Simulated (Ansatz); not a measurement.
# PtSe2: geometry relaxation (part 2 of 2)

Continued. System: PtSe2 (P1, 6 atoms in the cell). Method: DFT, PBEsol, plane waves, PAW (Ansatz 0.2.0); cutoff 420 eV, 6×6×6 k-mesh, Fermi–Dirac smearing of 0.05 eV. The structure was built on a prototype by a generator. The run did not end well.

Geometry of the input (Å; fractional positions):
```
0.0061  3.0937  3.0864
6.1338  -0.0160  6.2011
3.0633  3.1042  -0.0044
Pt -0.0125  0.0035  0.0205
Se 0.2528  0.1256  0.2394
Se 0.7354  0.3789  0.7572
Pt 0.0003  0.5027  -0.0105
Se 0.2511  0.6191  0.2505
Se 0.7555  0.8745  0.7428
```

**Log, continued**
```
Crystal: 6 atoms, lattice volume = 136.386 Å³
Basis set: ecut = 420 eV, 2675 PW (Γ), exchange–correlation on 50×100×80 points (8 copies of the dense FFT grid, shifted against one another)
iter 1 solved again at ethr=3.05e-8 eV; its pass at ethr=3.10e-3 eV (dr2=3.05e-5 eV) is discarded
SCF iter   1: F=—  HF=-46466.784037 eV  |F-HF|=—  |Δ(HF+E_count)|=         —  Δρ=1.69e-4  dr2=2.46e-5  ethr=3.05e-8  ⟨swp⟩=3.0  Hψ=28124  notcnv=0
preconditioner: auto → Resta (q_TF=auto, 2.591 Å⁻¹)  ε∞=5.5  [insulator: Δε(μ)=0.380 eV  Ē_g=9.916 eV  σ=0.050 eV  W_gap=0.96  n_scr=40 (ndim 8)  ℏωp=21.1 eV  f_vac=0.119  D(μ)=0.03/eV (n_scr^D=0)  ε∞_Penn≈5.5]
SCF iter   2: F=—  HF=-46466.784011 eV  |F-HF|=—  |Δ(HF+E_count)|=   2.56e-5  Δρ=9.03e-5  dr2=5.69e-6  ethr=2.46e-8  ⟨swp⟩=2.0  Hψ=7306  notcnv=0
SCF iter   3: F=—  HF=-46466.784010 eV  |F-HF|=—  |Δ(HF+E_count)|=   8.57e-7  Δρ=3.16e-5  dr2=1.64e-6  ethr=5.69e-9  ⟨swp⟩=2.9  Hψ=11816  notcnv=0
SCF iter   4: F=—  HF=-46466.784010 eV  |F-HF|=—  |Δ(HF+E_count)|=   2.48e-7  Δρ=7.46e-6  dr2=7.35e-8  ethr=1.64e-9  ⟨swp⟩=2.4  Hψ=9327  notcnv=0
SCF iter   5: F=-46466.784010 eV  HF=-46466.784010 eV  |F-HF|=1.47e-9  |Δ(HF+E_count)|=   9.53e-9  Δρ=1.47e-6  dr2=3.61e-9  ethr=3.27e-11  ⟨swp⟩=7.2  Hψ=40879  notcnv=0
SCF 29 converged in 5 iterations: F = -46466.784010 eV  dr2 = 3.61e-9
relax step  29: F+E_penalty+E_count = -46466.78400991 eV  Δ(F+E_penalty+E_count) = -5.888e-5 eV  max|allowed force component| = 2.917e-4 eV/Å  Δτ_max = 0.0022 Å  P = +0.001 GPa  Ω = 136.386 Å³  energy of the carried Pulay correction = -9.407e-4 eV  (5 SCF iters, dr2 threshold 3.27e-8 eV, accepted)
Basis set: ecut = 420 eV, 2675 PW (Γ), exchange–correlation on 50×100×90 points (8 copies of the dense FFT grid, shifted against one another)
iter 1 solved again at ethr=1.25e-7 eV; its pass at ethr=3.10e-3 eV (dr2=1.25e-4 eV) is discarded
SCF iter   1: F=—  HF=-46466.780298 eV  |F-HF|=—  |Δ(HF+E_count)|=         —  Δρ=5.74e-4  dr2=1.26e-5  ethr=1.25e-7  ⟨swp⟩=3.6  Hψ=39641  notcnv=0
preconditioner: auto → Resta (q_TF=auto, 2.591 Å⁻¹)  ε∞=5.5  [insulator: Δε(μ)=0.382 eV  Ē_g=9.917 eV  σ=0.050 eV  W_gap=0.96  n_scr=40 (ndim 8)  ℏωp=21.1 eV  f_vac=0.121  D(μ)=0.03/eV (n_scr^D=0)  ε∞_Penn≈5.5]
SCF iter   2: F=—  HF=-46466.783735 eV  |F-HF|=—  |Δ(HF+E_count)|=   3.44e-3  Δρ=2.91e-4  dr2=2.62e-6  ethr=1.26e-8  ⟨swp⟩=2.7  Hψ=9325  notcnv=0
SCF iter   3: F=—  HF=-46466.784816 eV  |F-HF|=—  |Δ(HF+E_count)|=   1.08e-3  Δρ=3.50e-5  dr2=2.19e-7  ethr=2.62e-9  ⟨swp⟩=2.7  Hψ=9318  notcnv=0
SCF iter   4: F=—  HF=-46466.784829 eV  |F-HF|=—  |Δ(HF+E_count)|=   1.37e-5  Δρ=8.41e-6  dr2=1.11e-7  ethr=2.19e-10  ⟨swp⟩=2.0  Hψ=12080  notcnv=0
SCF iter   5: F=—  HF=-46466.784830 eV  |F-HF|=—  |Δ(HF+E_count)|=   4.31e-7  Δρ=1.64e-6  dr2=9.66e-9  ethr=1.11e-10  ⟨swp⟩=2.0  Hψ=7815  notcnv=0
SCF iter   6: F=—  HF=-46466.784830 eV  |F-HF|=—  |Δ(HF+E_count)|=   1.05e-8  Δρ=5.69e-7  dr2=1.09e-9  ethr=9.66e-12  ⟨swp⟩=2.0  Hψ=9180  notcnv=0
```

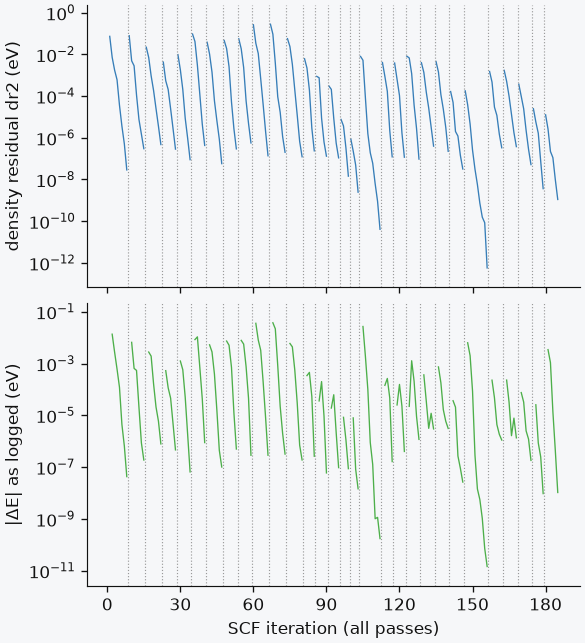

Fig. 1: Convergence of the self-consistent field: density residual dr2 and size of the energy change against the SCF iteration. Dotted lines part the SCF passes that the log prints in full.

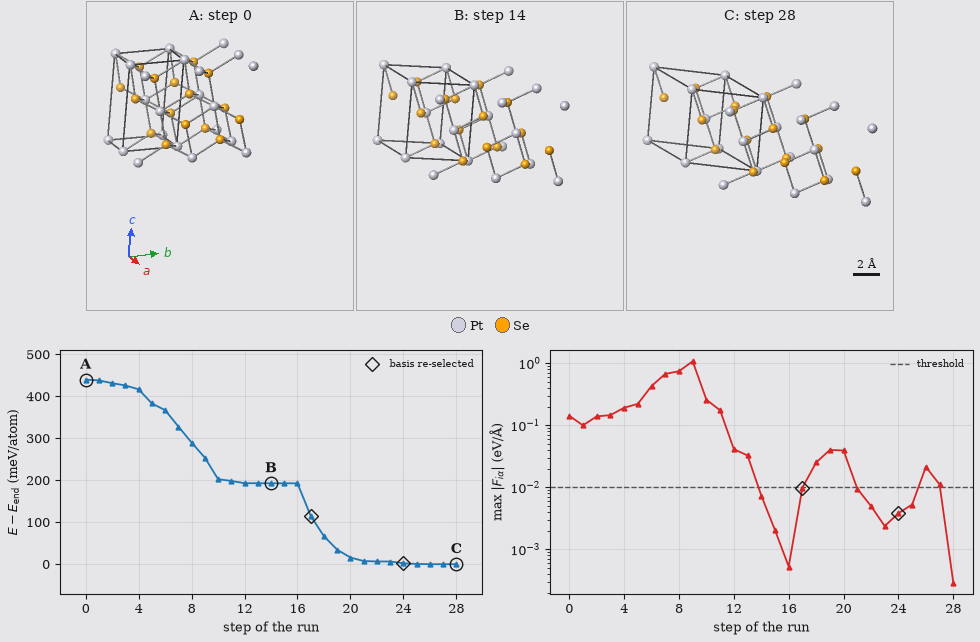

Fig. 2: Frames of the relaxation (ball-and-stick view of the reduced cell, repeated 2 × 2 × 1, seen slightly off an axis) above the curves, on which the letters mark them (the first geometry is step 0 here and step 1 in the log).

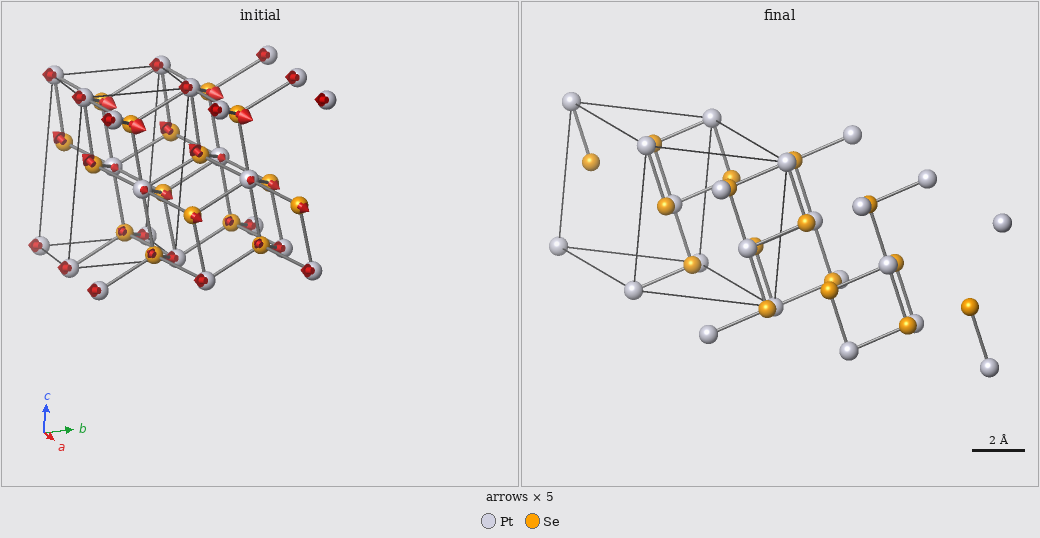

Fig. 3: Before (left) and after (right) the relaxation, at one scale (ball-and-stick view of the reduced cell, repeated 2 × 2 × 1, seen slightly off an axis). The red arrows give the displacements (without the part carried along by the change of the cell), magnified 5 times. The run was cut off at its time limit before the relaxation converged, so the last structure is only a point on the way. Over 26 geometry steps the energy falls by 440 meV per atom. The largest force component goes from 0.14 to 0.00029 eV/Å. The pressure goes from 1.89 to 0.00 GPa. 2 further SCFs at an unchanged geometry re-selected the plane-wave basis for the new cell. Se6 moves most relative to the cell: 0.18 Å. Largest moves by element: Se 0.18 Å, Pt 0.12 Å. The drawn cell changes as follows: a 4.347 → 6.129 Å (+41.0 %), b 4.361 → 6.128 Å (+40.5 %), c 7.545 → 6.414 Å (−15.0 %), α 73.9° → 79.7°, β 73.9° → 79.7°, γ 60.2° → 35.2°; the volume changes by +15.9 %. Distances before and after: Pt1–Se6 2.580 → 4.441 Å, Pt4–Se5 2.637 → 4.441 Å, Se3–Pt4 2.740 → 4.441 Å, Pt1–Se2 2.787 → 4.441 Å. Bonds break: Pt1–Se2 (2.79 → 4.44 Å), Pt1–Se6 (2.58 → 4.44 Å), Pt4–Se5 (2.64 → 4.44 Å), Se3–Pt4 (2.74 → 4.44 Å). Among the angles that change: Se2–Pt1–Se2 114.0° → 95.6°, Pt1–Se2–Pt1 114.0° → 95.6°, Se3–Pt4–Se3 112.1° → 95.6°. The space group (tolerance 0.01 Å) goes from P1 (No. 1) to C2/m (No. 12). The energy change given includes the shifts at the re-selections in mid-walk, which come without any move. (Atoms are counted from 1 in the order of the input.)

**Trajectory as extended XYZ (Å, eV, eV/Å), 13 of the 29 frames kept, from step=1 to step=29**
```
6
Lattice="0.0061 3.0937 3.0864 6.1338 -0.0160 6.2011 3.0633 3.1042 -0.0044" Properties=species:S:1:pos:R:3:forces:R:3 step=1 energy=-46464.14548 pressure_GPa=1.89
Pt    0.0838    0.0248   -0.0173   -0.0337  -0.0192  -0.0184
Se    1.5056    1.5235    1.5584   -0.0686   0.0189  -0.0051
Se    4.6484    4.6197    4.6163   -0.1427   0.1248  -0.0571
Pt    3.0514   -0.0398    3.1185    0.0991  -0.0323   0.0245
Se    4.5660    1.5447    4.6128    0.0803  -0.0728   0.1039
Se    7.6440    4.6293    7.7514    0.0655  -0.0194  -0.0478
6
Lattice="0.0069 3.0817 3.0782 6.1534 -0.0811 6.2513 3.0835 3.1356 -0.0473" Properties=species:S:1:pos:R:3:forces:R:3 step=3 energy=-46464.19518 pressure_GPa=-0.74
Pt    0.0945    0.0540   -0.0594    0.0150   0.1369  -0.1394
Se    1.4811    1.4799    1.5891   -0.0583  -0.0789   0.0855
Se    4.6332    4.6611    4.5733    0.0852   0.0423  -0.0417
Pt    3.0698   -0.0942    3.1770   -0.0302  -0.1071   0.0851
Se    4.6093    1.4896    4.6595   -0.0049  -0.0100   0.0219
Se    7.7023    4.5878    7.7242   -0.0068   0.0168  -0.0114
6
Lattice="0.0050 2.9714 2.9725 5.9237 -0.1430 6.0983 3.1745 3.2565 -0.2812" Properties=species:S:1:pos:R:3:forces:R:3 step=6 energy=-46464.48503 pressure_GPa=0.25
Pt    0.1621    0.1984   -0.2034   -0.2031  -0.1860   0.1628
Se    1.5248    1.3836    1.5801    0.2216   0.1500  -0.1549
Se    4.5589    4.7057    4.2004    0.1469  -0.0240   0.0473
Pt    2.8783   -0.2446    3.2099   -0.2176   0.0398  -0.0626
Se    4.4487    1.4558    4.4776   -0.0096  -0.0384   0.0563
Se    7.6203    4.5474    7.3385    0.0619   0.0585  -0.0488
6
Lattice="0.0029 2.8814 2.8769 5.5719 -0.1244 5.8845 3.2927 3.4441 -0.5620" Properties=species:S:1:pos:R:3:forces:R:3 step=8 energy=-46464.81460 pressure_GPa=0.91
Pt    0.1710    0.2045   -0.2105   -0.2737  -0.5192   0.5036
Se    1.6502    1.4683    1.4028    0.4111   0.0709  -0.0813
Se    4.4759    4.7882    3.8351   -0.6740  -0.0879   0.0926
Pt    2.6240   -0.2727    3.1313    0.3685   0.4742  -0.4371
Se    4.2198    1.4749    4.2656   -0.2110  -0.0024   0.0130
Se    7.4034    4.6263    6.8925    0.3791   0.0644  -0.0906
6
Lattice="0.0040 2.7916 2.7825 5.1976 -0.0442 5.6179 3.4278 3.6320 -0.8397" Properties=species:S:1:pos:R:3:forces:R:3 step=10 energy=-46465.25954 pressure_GPa=1.65
Pt    0.0607    0.0489   -0.0527    0.3130   0.3872  -0.4056
Se    1.7502    1.5584    1.2216   -1.0759  -0.1321   0.1089
Se    4.2959    4.8218    3.5241    0.9666   0.1333  -0.1062
Pt    2.5268   -0.0942    2.8593   -0.0230  -0.2529   0.3080
Se    4.0081    1.5712    3.9797    0.6726  -0.2087   0.2272
Se    7.2376    4.7819    6.3745   -0.8533   0.0732  -0.1323
6
Lattice="-0.0011 2.7098 2.6950 5.3650 -0.0029 5.3908 3.6140 3.6252 -0.9205" Properties=species:S:1:pos:R:3:forces:R:3 step=13 energy=-46465.62556 pressure_GPa=0.20
Pt    0.0039   -0.0078   -0.0034   -0.0003  -0.0010  -0.0052
Se    1.5881    1.5845    1.1021   -0.0320  -0.0288   0.0388
Se    4.7143    4.7332    3.3604    0.0382   0.0309  -0.0414
Pt    2.6862   -0.0092    2.6909   -0.0007  -0.0014   0.0076
Se    4.2709    1.5821    3.7979   -0.0319  -0.0234   0.0316
Se    7.3976    4.7330    6.0549    0.0268   0.0237  -0.0314
6
Lattice="0.0065 2.7059 2.6933 5.3796 -0.0014 5.4009 3.6261 3.6327 -0.9244" Properties=species:S:1:pos:R:3:forces:R:3 step=15 energy=-46465.62692 pressure_GPa=-0.05
Pt    0.0038   -0.0078   -0.0040    0.0000   0.0000   0.0006
Se    1.5934    1.5784    1.1032   -0.0070   0.0028   0.0048
Se    4.7366    4.7438    3.3585    0.0060  -0.0024  -0.0051
Pt    2.6935   -0.0085    2.6967   -0.0001   0.0005  -0.0012
Se    4.2830    1.5780    3.8036   -0.0063   0.0010   0.0056
Se    7.4264    4.7429    6.0588    0.0074  -0.0019  -0.0047
6
Lattice="0.0055 2.7059 2.6946 5.3787 -0.0007 5.4010 3.6254 3.6311 -0.9238" Properties=species:S:1:pos:R:3:forces:R:3 step=17 energy=-46465.62695 pressure_GPa=-0.00
Pt    0.0038   -0.0078   -0.0039    0.0000   0.0000   0.0000
Se    1.5917    1.5794    1.1045   -0.0005   0.0004   0.0001
Se    4.7361    4.7416    3.3592    0.0004  -0.0003  -0.0001
Pt    2.6931   -0.0082    2.6966    0.0000   0.0000   0.0000
Se    4.2811    1.5790    3.8049   -0.0003   0.0003   0.0000
Se    7.4255    4.7412    6.0596    0.0004  -0.0004   0.0000
6
Lattice="0.0059 2.6583 2.6421 5.2980 0.0164 5.2793 3.8318 3.8178 -1.1587" Properties=species:S:1:pos:R:3:forces:R:3 step=20 energy=-46466.57655 pressure_GPa=1.94
Pt    0.0039   -0.0075   -0.0040   -0.0026  -0.0028   0.0012
Se    1.6154    1.6095    1.0236   -0.0379  -0.0315   0.0271
Se    4.8785    4.8590    3.0922    0.0401   0.0358  -0.0313
Pt    2.6527    0.0004    2.6359   -0.0015   0.0011   0.0002
Se    4.2642    1.6184    3.6628   -0.0381  -0.0364   0.0303
Se    7.5279    4.8675    5.7314    0.0400   0.0338  -0.0275
6
Lattice="0.0049 2.6347 2.6227 5.2954 0.0489 5.2059 4.0615 4.0039 -1.3704" Properties=species:S:1:pos:R:3:forces:R:3 step=22 energy=-46466.73881 pressure_GPa=0.37
Pt    0.0041   -0.0078   -0.0040   -0.0048   0.0007   0.0003
Se    1.6186    1.6271    0.9849    0.0005  -0.0041   0.0069
Se    5.1026    5.0204    2.8630    0.0035   0.0069  -0.0095
Pt    2.6512    0.0171    2.5993    0.0012  -0.0021   0.0008
Se    4.2661    1.6519    3.5884   -0.0011  -0.0047   0.0040
Se    7.7508    5.0451    5.4648    0.0007   0.0034  -0.0025
6
Lattice="0.0027 2.6283 2.6233 5.2465 0.0010 5.2510 4.0749 4.0564 -1.4317" Properties=species:S:1:pos:R:3:forces:R:3 step=24 energy=-46466.74550 pressure_GPa=-0.01
Pt    0.0037   -0.0076   -0.0038    0.0000   0.0000   0.0000
Se    1.6250    1.6130    0.9993   -0.0024  -0.0005  -0.0001
Se    5.0832    5.0570    2.8102    0.0023   0.0005   0.0001
Pt    2.6269   -0.0071    2.6217    0.0000   0.0000   0.0000
Se    4.2482    1.6135    3.6248   -0.0023  -0.0005  -0.0001
Se    7.7065    5.0575    5.4357    0.0024   0.0006   0.0001
6
Lattice="0.0010 2.6225 2.6206 5.2447 0.0070 5.2361 4.1918 4.1616 -1.5450" Properties=species:S:1:pos:R:3:forces:R:3 step=27 energy=-46466.78375 pressure_GPa=-0.18
Pt    0.0037   -0.0076   -0.0038    0.0000   0.0000   0.0000
Se    1.6266    1.6183    0.9910   -0.0212  -0.0184   0.0192
Se    5.1958    5.1541    2.6952    0.0214   0.0184  -0.0191
Pt    2.6260   -0.0041    2.6143    0.0000   0.0000   0.0000
Se    4.2490    1.6218    3.6090   -0.0214  -0.0183   0.0191
Se    7.8182    5.1576    5.3133    0.0213   0.0184  -0.0191
6
Lattice="0.0010 2.6214 2.6193 5.2395 0.0048 5.2358 4.2043 4.1765 -1.5609" Properties=species:S:1:pos:R:3:forces:R:3 step=29 energy=-46466.78401 pressure_GPa=0.00
Pt    0.0037   -0.0076   -0.0038   -0.0002   0.0001  -0.0001
Se    1.6253    1.6164    0.9917    0.0000  -0.0003   0.0003
Se    5.2071    5.1686    2.6771    0.0000   0.0003  -0.0002
Pt    2.6234   -0.0052    2.6141    0.0002  -0.0001   0.0001
Se    4.2450    1.6188    3.6096    0.0001  -0.0002   0.0002
Se    7.8269    5.1710    5.2950   -0.0001   0.0002  -0.0002
```
